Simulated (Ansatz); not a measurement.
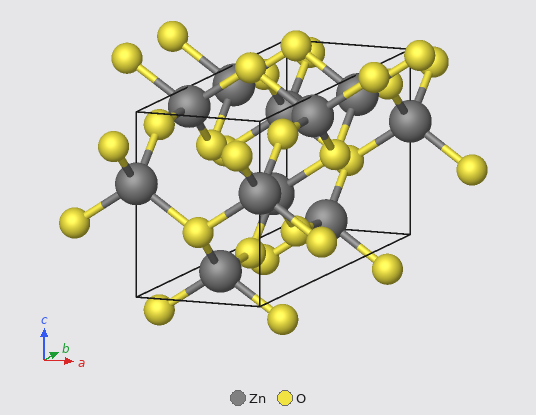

This ball-and-stick model is shown slightly off an axis. Thin lines show the conventional unit cell, with boundary atoms drawn in all their periodic places. Some neighbours outside the box are added.

ZnO, space group Pmmn (No. 59), a = 3.35 Å, b = 10.15 Å, c = 4.75 Å, α = 90.00°, β = 90.00°, γ = 90.00°.

Results below were computed with DFT PBE, scalar-relativistic, plane waves, PAW in Ansatz; the settings were 420 eV cutoff, an 8×4×6 mesh of k-points, Gaussian smearing of 0.02 eV, no spin polarisation.

What does the calculation say: metal or gapped?

A semiconductor at this level, with a gap of 0.87 eV, direct.

What is the computed pressure?

The computed pressure is 0.0 GPa, close to zero.

The initial geometry was a structure type filled with these elements by a generator (whether the compound takes this form wasn't checked). Earlier steps of the study, as a rule a relaxation of our own, may have changed the cell and positions, so they can lie some per cent off the listed ones. Ansatz was used for an electronic-structure calculation on it.
